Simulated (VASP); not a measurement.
# Band edges against the vacuum: AlN(110)

Aim: ionisation energy and electron affinity of AlN(110), from a slab and a bulk run lined up through core potentials. The cell is generated by rule, not measured, and may not be a known phase.

Calculated with VASP 6.6.1; PBE; plane waves and PAW (Al, N), in the first sound run; inputs show where later runs differ.

The structure was built from a prototype and need not be the compound's stable phase.

### Step 1. Starting point

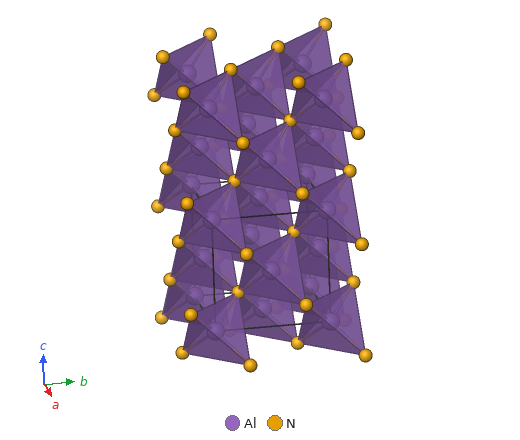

Start, viewed slightly off an axis; aluminium purple, nitrogen orange. 1×1×2 cells are drawn. This picture shows the conventional cell, with its axes. Some periodic images of atoms are drawn too.

Coordinates:

```cif
data_structure
_symmetry_space_group_name_H-M 'P 1'
_symmetry_Int_Tables_number 1
_cell_length_a 3.0971
_cell_length_b 3.0971
_cell_length_c 3.0971
_cell_angle_alpha 60.000
_cell_angle_beta 60.000
_cell_angle_gamma 60.000
_cell_volume 21.01
loop_
_atom_site_label
_atom_site_type_symbol
_atom_site_fract_x
_atom_site_fract_y
_atom_site_fract_z
_atom_site_occupancy
Al1 Al 0.00000 0.00000 0.00000 1
N2 N 0.25000 0.25000 0.25000 1
```

### Step 2. Relaxing the bulk crystal

The later steps need the crystal at this functional's own lattice; a raised cutoff keeps the stress reliable while the cell changes.

INCAR reads:

```
SYSTEM = AlN
PREC = Accurate
ENCUT = 520
EDIFF = 1E-06
NELM = 120
ISMEAR = 0
SIGMA = 0.03
LREAL = .FALSE.
ALGO = Normal
GGA = PE
NBANDS = 10
LORBIT = 11
LWAVE = .FALSE.
LCHARG = .FALSE.
KPAR = 4
IBRION = 2
NSW = 40
ISIF = 3
EDIFFG = -0.02
POTIM = 0.4
```

POSCAR reads:

```
AlN
1.0
    0.0000000000      2.1900000000      2.1900000000
    2.1900000000      0.0000000000      2.1900000000
    2.1900000000      2.1900000000      0.0000000000
Al N
1 1
Direct
    0.0000000000      0.0000000000      0.0000000000
    0.2500000000      0.2500000000      0.2500000000
```

KPOINTS reads:

```
Automatic mesh
0
Gamma
7 7 7
0 0 0
```

Potentials, in the order of the species: Al and N (PBE family, release 64).

Run with:

```bash
mpirun -np 4 vasp_std
```

The program printed:

```text
[banner, memory and clock lines left out]
running    4 mpi-ranks, on    1 nodes
 distrk:  each k-point on    1 cores,    4 groups
 distr:  one band on    1 cores,    1 groups

 POSCAR found type information on POSCAR AlN
 POSCAR found :  2 types and       2 ions
 LDA part: xc-table for (Slater+PW92), standard interpolation
 POSCAR, INCAR and KPOINTS ok, starting setup
 FFT: planning ... GRIDC
 FFT: planning ... GRID_SOFT
 FFT: planning ... GRID
 WAVECAR not read
 entering main loop
       N       E                     dE             d eps       ncg     rms          rms(c)
DAV:   1     0.115645851757E+02    0.11565E+02   -0.39500E+03   408   0.663E+02
DAV:   2    -0.162972235544E+02   -0.27862E+02   -0.26986E+02   492   0.145E+02
DAV:   3    -0.172039482181E+02   -0.90672E+00   -0.90548E+00   480   0.259E+01
DAV:   4    -0.172093057918E+02   -0.53576E-02   -0.53572E-02   456   0.206E+00
DAV:   5    -0.172093784693E+02   -0.72678E-04   -0.72677E-04   460   0.228E-01    0.859E+00
DAV:   6    -0.148557763952E+02    0.23536E+01   -0.12376E+01   444   0.189E+01    0.286E+00
DAV:   7    -0.148504204776E+02    0.53559E-02   -0.14326E-01   430   0.323E+00    0.202E+00
DAV:   8    -0.148449648321E+02    0.54556E-02   -0.24474E-02   410   0.166E+00    0.517E-01
DAV:   9    -0.148440193941E+02    0.94544E-03   -0.26087E-03   454   0.331E-01    0.223E-01
DAV:  10    -0.148440879248E+02   -0.68531E-04   -0.38954E-04   424   0.134E-01    0.163E-02
DAV:  11    -0.148440942557E+02   -0.63308E-05   -0.11450E-05   460   0.253E-02    0.136E-02
DAV:  12    -0.148440942698E+02   -0.14147E-07   -0.60782E-07   236   0.664E-03
   1 F= -.14844094E+02 E0= -.14844094E+02  d E =-.148441E+02
 curvature:   0.00 expect dE= 0.000E+00 dE for cont linesearch  0.000E+00
 trial: gam= 0.00000 g(F)=  0.127E-46 g(S)=  0.820E-02 ort = 0.000E+00 (trialstep = 0.100E+01)
 search vector abs. value=  0.820E-02
 bond charge predicted
       N       E                     dE             d eps       ncg     rms          rms(c)
DAV:   1    -0.148569783205E+02   -0.12884E-01   -0.26139E-01   408   0.386E+00    0.719E-01
DAV:   2    -0.148462550286E+02    0.10723E-01   -0.58904E-02   412   0.138E+00    0.165E-01
DAV:   3    -0.148461764043E+02    0.78624E-04   -0.99104E-04   410   0.284E-01    0.579E-02
DAV:   4    -0.148461089639E+02    0.67440E-04   -0.40720E-05   430   0.464E-02    0.260E-02
DAV:   5    -0.148460975254E+02    0.11438E-04   -0.10007E-05   434   0.220E-02    0.134E-02
DAV:   6    -0.148460972348E+02    0.29061E-06   -0.14668E-07   212   0.328E-03
   2 F= -.14846097E+02 E0= -.14846097E+02  d E =-.200297E-02
 trial-energy change:   -0.002003  1 .order   -0.002034   -0.008204    0.004136
 step:   0.6614(harm=  0.6648)  dis= 0.00000  next Energy=   -14.846799 (dE=-0.270E-02)
 bond charge predicted
       N       E                     dE             d eps       ncg     rms          rms(c)
DAV:   1    -0.148480279376E+02   -0.19304E-02   -0.29907E-02   406   0.132E+00    0.243E-01
DAV:   2    -0.148468080184E+02    0.12199E-02   -0.66085E-03   408   0.464E-01    0.568E-02
DAV:   3    -0.148467987963E+02    0.92220E-05   -0.11819E-04   408   0.978E-02    0.200E-02
DAV:   4    -0.148467916640E+02    0.71324E-05   -0.45845E-06   428   0.156E-02    0.924E-03
DAV:   5    -0.148467908903E+02    0.77366E-06   -0.11052E-06   212   0.756E-03
   3 F= -.14846791E+02 E0= -.14846791E+02  d E =-.269662E-02
 curvature:  -0.33 expect dE=-0.835E-08 dE for cont linesearch -0.835E-08
 trial: gam=-0.00175 g(F)=  0.236E-48 g(S)=  0.251E-07 ort = 0.144E-04 (trialstep = 0.932E+00)
 search vector abs. value=  0.100E-09
 reached required accuracy - stopping structural energy minimisation
```

It took 7 s on 4 MPI ranks of AMD EPYC 7R43, shared host; peak memory 0.41 GiB; 25 s of CPU time.

Lines that name or quote the potential files are left out of all logs, and their timing lines are given in words.

OUTCAR, selected parts (step 2):

```text
ion  position               nearest neighbor table
   1  0.000  0.000  0.000-   2 1.90   2 1.90   2 1.90   2 1.90
   2  0.250  0.250  0.250-   1 1.90   1 1.90   1 1.90   1 1.90

  LATTYP: Found a face centered cubic cell.
 ALAT       =     4.3800000000

 Subroutine GETGRP returns: Found 24 space group operations
 (whereof 24 operations were pure point group operations)

The static configuration has the point symmetry T_d .

 Found     20 irreducible k-points:

   k-points           NKPTS =     20   k-points in BZ     NKDIM =     20   number of bands    NBANDS=     10

   dimension x,y,z NGX =    24 NGY =   24 NGZ =   24
   dimension x,y,z NGXF=    48 NGYF=   48 NGZF=   48

   ENCUT  =  520.0 eV  38.22 Ry    6.18 a.u.   5.76  5.76  5.76*2*pi/ulx,y,z

   NELECT =       8.0000    total number of electrons

 k-points in reciprocal lattice and weights: Automatic mesh
   0.00000000  0.00000000  0.00000000       0.003
   0.14285714  0.00000000  0.00000000       0.023
   0.28571429  0.00000000  0.00000000       0.023
   0.42857143  0.00000000  0.00000000       0.023
   0.14285714  0.14285714  0.00000000       0.017
   0.28571429  0.14285714  0.00000000       0.070
   0.42857143  0.14285714  0.00000000       0.070
  -0.42857143  0.14285714  0.00000000       0.070
  -0.28571429  0.14285714  0.00000000       0.070
[...]
-0.42857143  0.42857143  0.14285714       0.070
  -0.28571429  0.42857143  0.14285714       0.070

 average (electrostatic) potential at core
       1 -71.9293       2 -60.1849

 E-fermi :   5.9923

 k-point     1 :       0.0000    0.0000    0.0000
  band No.  band energies     occupation
      1      -9.0918      2.00000
      2       5.7590      2.00000
      3       5.7590      2.00000
      4       5.7590      2.00000
      5       9.7559      0.00000
      6      18.0965      0.00000
      7      18.0965      0.00000
      8      18.0965      0.00000
      9      23.2667      0.00000
    ...

 k-point     2 :       0.1429    0.0000    0.0000
  band No.  band energies     occupation
      1      -8.8049      2.00000
      2       4.3035      2.00000
      3       5.6591      2.00000
      4       5.6591      2.00000
      5      10.9112      0.00000
      6      17.3848      0.00000
      7      18.2802      0.00000
      8      18.2802      0.00000
      9      21.6009      0.00000
    ...

 k-point     3 :       0.2857    0.0000    0.0000
  band No.  band energies     occupation
      1      -8.0472      2.00000
      2       1.9649      2.00000
      3       5.4526      2.00000
      4       5.4526      2.00000
      5      12.2954      0.00000
      6      16.2707      0.00000
      7      17.6534      0.00000
      8      17.6534      0.00000
      9      22.2885      0.00000
    ...

  Total        0.0006588      0.0006588      0.0006588      0.0000000      0.0000000     -0.0000000
  in kB        0.0495281      0.0495281      0.0495281      0.0000000      0.0000000     -0.0000000
  external PRESSURE =       0.0495281 kB  Pullay stress =       0.0000000 kB

  energy-cutoff  :      520.00
  volume of cell :       21.31
      direct lattice vectors                 reciprocal lattice vectors
     0.000000000  2.200523004  2.200523004    -0.227218711  0.227218711  0.227218711
     2.200523004  0.000000000  2.200523004     0.227218711 -0.227218711  0.227218711
     2.200523004  2.200523004 -0.000000000     0.227218711  0.227218711 -0.227218711

 POSITION                                       TOTAL-FORCE (eV/Angst)
 -----------------------------------------------------------------------------------
      0.00000      0.00000      0.00000         0.000000      0.000000     -0.000000
      1.10026      1.10026      1.10026        -0.000000     -0.000000      0.000000
 -----------------------------------------------------------------------------------
    total drift:                                0.000000      0.000000      0.000000

  FREE ENERGIE OF THE ION-ELECTRON SYSTEM (eV)
  ---------------------------------------------------
  free  energy   TOTEN  =       -14.8467908903 eV

  energy  without entropy=      -14.8467908903  energy(sigma->0) =      -14.84679089

 reached required accuracy - stopping structural energy minimisation

 total charge
# of ion       s       p       d       tot
------------------------------------------
    1        0.367   0.434   0.000   0.802
    2        1.222   2.621   0.000   3.844
--------------------------------------------------
tot          1.590   3.056   0.000   4.645

[... 3 further parts left out ...]
```

The run keeps the 24 symmetry operations of its start, so it cannot find a distortion of lower symmetry.

Relaxation path:

```
step  energy less that of the first step (eV)  largest force (eV/Å)  pressure (GPa)  volume (Å³)
   1                                   0.0000                0.0000            2.87        21.01
   2                                  -0.0020                0.0000           -1.42        21.47
   3                                  -0.0027                0.0000            0.01        21.31
```

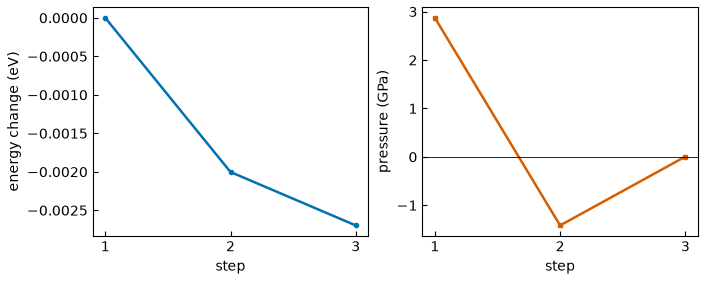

Energy and pressure along the relaxation.

| conventional cell, symmetrised | before | after | change |
| --- | --- | --- | --- |
| a (Å) | 4.380 | 4.401 | +0.5 % |
| b (Å) | 4.380 | 4.401 | +0.5 % |
| c (Å) | 4.380 | 4.401 | +0.5 % |
| volume (Å³/atom) | 10.50 | 10.66 | +1.4 % |

Final coordinates:

```xyz
2
Lattice="0.0000 2.2005 2.2005 2.2005 0.0000 2.2005 2.2005 2.2005 0.0000" Properties=species:S:1:pos:R:3 pbc="T T T"
Al    0.0000    0.0000    0.0000
N     1.1003    1.1003    1.1003
```

Numbers from this step:

| Property | Result |
| --- | --- |
| electronic cycles | 23 |
| electrons | 8 |
| free energy (TOTEN) | -14.85 eV |
| Fermi energy | 5.992 eV |

The run ended after 3 ionic steps, 0.003 eV below its first step, once forces and stress met EDIFFG = -0.02.

### Step 3. Band edges of the bulk

A static bulk run at the slab's cutoff gives the band edges and the core potentials that tie them to the slab.

INCAR reads:

```
SYSTEM = AlN
PREC = Normal
ENCUT = 440
EDIFF = 1E-06
NELM = 120
ISMEAR = 0
SIGMA = 0.03
LREAL = .FALSE.
ALGO = Normal
GGA = PE
NBANDS = 10
LORBIT = 11
LWAVE = .FALSE.
LCHARG = .FALSE.
KPAR = 4
```

POSCAR reads:

```
AlN
1.0
    0.0000000000      2.2005230038      2.2005230038
    2.2005230038      0.0000000000      2.2005230038
    2.2005230038      2.2005230038      0.0000000000
Al N
1 1
Direct
    0.0000000000      0.0000000000      0.0000000000
    0.2500000000      0.2500000000      0.2500000000
```

KPOINTS reads:

```
Automatic mesh
0
Gamma
17 17 17
0 0 0
```

Run with:

```bash
mpirun -np 4 vasp_std
```

The program printed:

```text
[... set-up lines as in an earlier step ...]
 entering main loop
       N       E                     dE             d eps       ncg     rms          rms(c)
DAV:   1     0.650943508113E+01    0.65094E+01   -0.35714E+03  3508   0.571E+02
DAV:   2    -0.164921962181E+02   -0.23002E+02   -0.22191E+02  4032   0.123E+02
DAV:   3    -0.171808534600E+02   -0.68866E+00   -0.68803E+00  3882   0.206E+01
DAV:   4    -0.171842145676E+02   -0.33611E-02   -0.33610E-02  3710   0.163E+00
DAV:   5    -0.171842549390E+02   -0.40371E-04   -0.40371E-04  3788   0.173E-01    0.851E+00
DAV:   6    -0.148630369012E+02    0.23212E+01   -0.12415E+01  3516   0.183E+01    0.290E+00
DAV:   7    -0.148579001893E+02    0.51367E-02   -0.12352E-01  3574   0.308E+00    0.204E+00
DAV:   8    -0.148524642617E+02    0.54359E-02   -0.23490E-02  3418   0.160E+00    0.514E-01
DAV:   9    -0.148516199070E+02    0.84435E-03   -0.22748E-03  3740   0.292E-01    0.228E-01
DAV:  10    -0.148516944180E+02   -0.74511E-04   -0.35796E-04  3574   0.129E-01    0.162E-02
DAV:  11    -0.148516995521E+02   -0.51341E-05   -0.72454E-06  3774   0.197E-02    0.148E-02
DAV:  12    -0.148516995967E+02   -0.44642E-07   -0.98614E-07  2742   0.787E-03
   1 F= -.14851700E+02 E0= -.14851700E+02  d E =-.469924E-15
```

Wall time 7.6 s (4 MPI ranks); peak memory 0.37 GiB.

From OUTCAR (step 3):

```text
  LATTYP: Found a face centered cubic cell.
 ALAT       =     4.4010460076

The static configuration has the point symmetry T_d .

 Found    165 irreducible k-points:

   k-points           NKPTS =    165   k-points in BZ     NKDIM =    165   number of bands    NBANDS=     10

   dimension x,y,z NGX =    16 NGY =   16 NGZ =   16
   dimension x,y,z NGXF=    32 NGYF=   32 NGZF=   32

   ENCUT  =  440.0 eV  32.34 Ry    5.69 a.u.   5.32  5.32  5.32*2*pi/ulx,y,z

   NELECT =       8.0000    total number of electrons

 E-fermi :   5.9090

 k-point     1 :       0.0000    0.0000    0.0000
  band No.  band energies     occupation
      1      -9.0931      2.00000
      2       5.7586      2.00000
      3       5.7592      2.00000
      4       5.7592      2.00000
      5       9.7554      0.00000
      6      18.0975      0.00000
      7      18.0975      0.00000
      8      18.0975      0.00000
      9      23.2689      0.00000
    ...

 k-point     2 :       0.0588    0.0000    0.0000
  band No.  band energies     occupation
      1      -9.0433      2.00000
      2       5.4479      2.00000
      3       5.7410      2.00000
      4       5.7415      2.00000
      5      10.0197      0.00000
      6      17.9537      0.00000
      7      18.1515      0.00000
      8      18.1515      0.00000
      9      22.6128      0.00000
    ...

  Total       -0.1347753     -0.1347753     -0.1347753     -0.0000000      0.0000000     -0.0000000
  in kB      -10.1324172    -10.1324172    -10.1324172     -0.0000000      0.0000000     -0.0000000
  external PRESSURE =     -10.1324172 kB  Pullay stress =       0.0000000 kB

  energy-cutoff  :      440.00
  volume of cell :       21.31
      direct lattice vectors                 reciprocal lattice vectors
     0.000000000  2.200523004  2.200523004    -0.227218711  0.227218711  0.227218711
     2.200523004  0.000000000  2.200523004     0.227218711 -0.227218711  0.227218711
     2.200523004  2.200523004  0.000000000     0.227218711  0.227218711 -0.227218711

 POSITION                                       TOTAL-FORCE (eV/Angst)
 -----------------------------------------------------------------------------------
      0.00000      0.00000      0.00000        -0.000000      0.000000      0.000000
      1.10026      1.10026      1.10026         0.000000     -0.000000     -0.000000
 -----------------------------------------------------------------------------------
    total drift:                               -0.000000     -0.000000     -0.000001

  FREE ENERGIE OF THE ION-ELECTRON SYSTEM (eV)
  ---------------------------------------------------
  free  energy   TOTEN  =       -14.8516995967 eV

  energy  without entropy=      -14.8516995967  energy(sigma->0) =      -14.85169960

 total charge
# of ion       s       p       d       tot
------------------------------------------
    1        0.367   0.434   0.000   0.802
    2        1.229   2.602   0.000   3.831
--------------------------------------------------
tot          1.596   3.036   0.000   4.633

[... 1 part as in an earlier step ...]

[... 7 further parts left out ...]
```

The gap is read on the k-mesh alone, so it is an upper bound where the band edges lie off the mesh.

Numbers from this step:

```yaml
electronic_cycles: 12
fermi_energy: 5.909 eV
metallic: no
gap_on_the_k_mesh: 3.357 eV
least_direct_gap_on_the_k_mesh: 3.996 eV
```

[end of part 1 of 3]

[Lines on the potential files, build, host, timing and source positions are cut from VASP's logs without a mark.]

[Logs are printed without paths, hosts, clocks, repeated set-up lines and the standing remarks that a program may print on its own settings, such as how far it seeks lower states.]

[Hosts, paths, dates, database ids (printed as entryN), source tags and the programs' standing remarks are cut or masked in the printed files.]

[Runs that stopped without an error message from VASP are left out.]
